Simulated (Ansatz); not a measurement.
**Ti: geometry relaxation (part 3 of 3)**

Continued. System: Ti (slab, 16 atoms in the cell). Method: DFT PBE+D3(BJ), scalar-relativistic, plane waves, PAW, no spin polarisation (Ansatz 0.2.0); cutoff 420 eV, 6×6×1 k-mesh, Gaussian smearing of 0.1 eV. The structure derives from an entry of the Crystallography Open Database. The input holds or restrains some coordinates. Forces given for the steps count only the free coordinates. It belongs to a series of runs on one base structure; here: clean slab, lower half held.

Geometry of the input (Å; fractional positions):
```
5.7103  0.0000  0.0000
-2.8551  4.9452  0.0000
0.0000  0.0000  23.9936
Ti 0.3333  0.1667  0.3543
Ti 0.3333  0.6667  0.3543
Ti 0.8333  0.1667  0.3543
Ti 0.8333  0.6667  0.3543
Ti 0.6667  0.3333  0.4514
Ti 0.6667  0.8333  0.4514
Ti 0.1667  0.3333  0.4514
Ti 0.1667  0.8333  0.4514
Ti -0.0000  0.5000  0.5486
Ti 0.0000  0.0000  0.5486
Ti 0.5000  0.5000  0.5486
Ti 0.5000  0.0000  0.5486
Ti 0.3333  0.6667  0.6457
Ti 0.3333  0.1667  0.6457
Ti 0.8333  0.6667  0.6457
Ti 0.8333  0.1667  0.6457
```

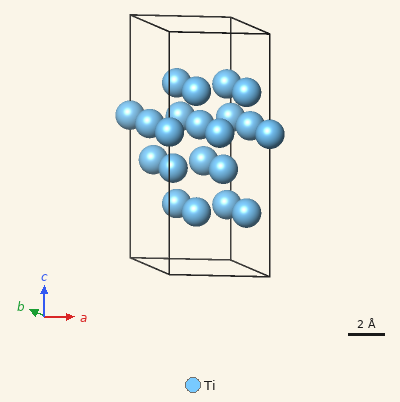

Figure 1. The geometry at step 4 of the log (spheres-only view of the cell of the calculation, with the vacuum cut short, seen slightly off an axis).

Trajectory as extended XYZ, continued:
```
16
Lattice="5.7103 0.0000 0.0000 -2.8551 4.9452 0.0000 0.0000 0.0000 23.9936" Properties=species:S:1:pos:R:3:forces:R:3 step=4 energy=-39994.48656
Ti    1.4276    0.8242    8.5000    0.0000   0.0000   0.3839
Ti    0.0000    3.2968    8.5000    0.0000   0.0000   0.3839
Ti    4.2827    0.8242    8.5000    0.0000   0.0000   0.3839
Ti    2.8551    3.2968    8.5000    0.0000   0.0000   0.3839
Ti    2.8551    1.6484   10.8312    0.0000   0.0000  -0.3956
Ti    1.4276    4.1210   10.8312    0.0000   0.0000  -0.3956
Ti    0.0000    1.6484   10.8312    0.0000   0.0000  -0.3956
Ti   -1.4276    4.1210   10.8312    0.0000   0.0000  -0.3956
Ti   -1.4276    2.4726   13.2034    0.0000   0.0000   0.0115
Ti    0.0000    0.0000   13.2034    0.0000   0.0000   0.0115
Ti    1.4276    2.4726   13.2034    0.0000   0.0000   0.0115
Ti    2.8551    0.0000   13.2034    0.0000   0.0000   0.0115
Ti    0.0000    3.2968   15.4245    0.0000   0.0000   0.0003
Ti    1.4276    0.8242   15.4245    0.0000   0.0000   0.0003
Ti    2.8551    3.2968   15.4245    0.0000   0.0000   0.0003
Ti    4.2827    0.8242   15.4245    0.0000   0.0000   0.0003
```

Summary:

```tsv
quantity	value
outcome	converged under the restraints of the input
electrons treated	192
free energy	−39994.4866 eV
work function, top face	4.60 eV
work function, bottom face	4.64 eV
Fermi energy	2.854 eV
gap on the k-point mesh	none (metallic)
final volume	677.55 Å³
work function (upper face)	4.60 eV
largest force (length of the vector) at the end, held atoms and coordinates included	0.396 eV/Å
hardware	2 threads of Intel Xeon (Granite Rapids), 32 GiB of memory available, shared host
wall time	65 s (CPU time 2.1 min)
peak memory	1.4 GiB
```

Remarks:

The program warns: the exchange-correlation potential is rough where the density is thin.
